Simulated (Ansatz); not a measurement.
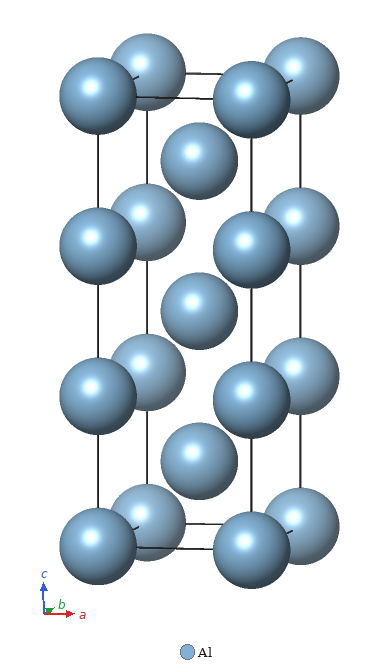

An orthographic spheres-only view of the structure, slightly off an axis. Lines trace the edges of the unit cell.

Lattice: a = 2.90 Å, b = 4.02 Å, c = 8.33 Å, α = 90.01°, β = 89.94°, γ = 89.98°.

How many atoms does the cell contain?

Answer. 6 (aluminium), counting shared atoms by their share.

Which ideal structure underlies this cell?

Answer. Strictly the space group is Immm (No. 71, within 0.01 Å). It is a distorted form of a face-centred cubic structure, space group Fm-3m (No. 225) within 0.25 Å: face-centred cubic (Cu type).

Its origin is a textbook structure type filled with this element (whether it is the usual form wasn't checked). The final geometry of a relaxation with Ansatz, DFT PBEsol, scalar-relativistic, plane waves, PAW is shown.
